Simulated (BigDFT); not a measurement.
System: MgTe.

Input file:

```
dft:
  hgrids: 0.55
  rmult: [10.0, 8.0]
  ixc: -116133
  gnrm_cv: 3.e-05
  ncong: 2
  idsx: 6
  itermax: 80
  nrepmax: 2
  norbv: 5
  nvirt: 2
  itermax_virt: 30
  gnrm_cv_virt: 0.001
  output_denspot: 22
kpt:
  method: mpgrid
  ngkpt: [4, 4, 3]
ig_occupation:
  Mg: {3p: 0.0, 3s: 2.0}
  Te: {5p: 4.0, 5s: 2.0}
posinp:
  units: atomic
  cell: [8.637440306, 8.637440306, 12.21518522]
  positions:
  - {Te: [0.0, 4.318720153, 3.053796306]}
  - {Te: [4.318720153, 0.0, 9.161388918]}
  - {Mg: [4.318720153, 4.318720153, 6.107592612]}
  - {Mg: [0.0, 0.0, 0.0]}
```

Command:

```sh
OMP_NUM_THREADS=1 bigdft
```

Below, planes, directions and counts refer to the conventional cell (a = 6.46 Å, b = 6.46 Å, c = 6.46 Å, α = 90.00°, β = 90.00°, γ = 90.00°).

Space group F-43m; a structure from a database of computed crystals, not necessarily the ambient phase.

Theory: BigDFT, Kohn-Sham DFT of a periodic cell, PBEsol, GTH-PBE.

Question: What will maps of the valence pseudo-density show?

Answer: Mg–Te (2.80 Å): the density is about 0.3 e/Å³ at the midpoint.

Question: Does the calculation make it a metal, or give it a gap?

Answer: It is gapped, with a Kohn–Sham gap of 2.2 eV on the k-point mesh, an upper bound to the gap of this method.

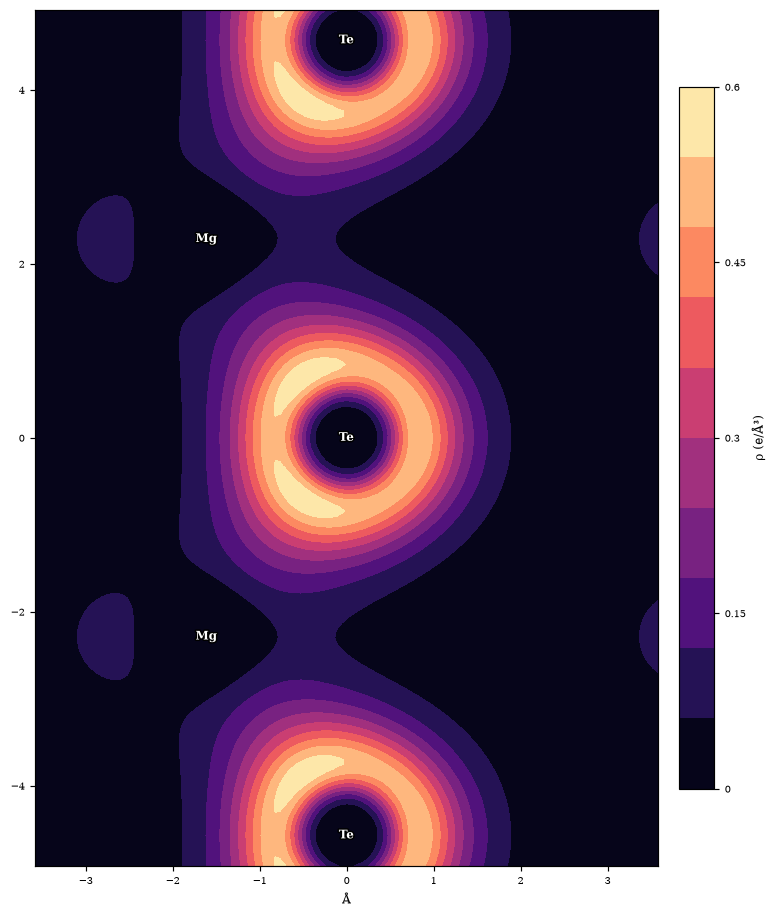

Computed valence pseudo-density on the (101) plane of the conventional cell. 

The density is the valence pseudo-density of a pseudopotential calculation; it isn't the true density close to the nuclei.
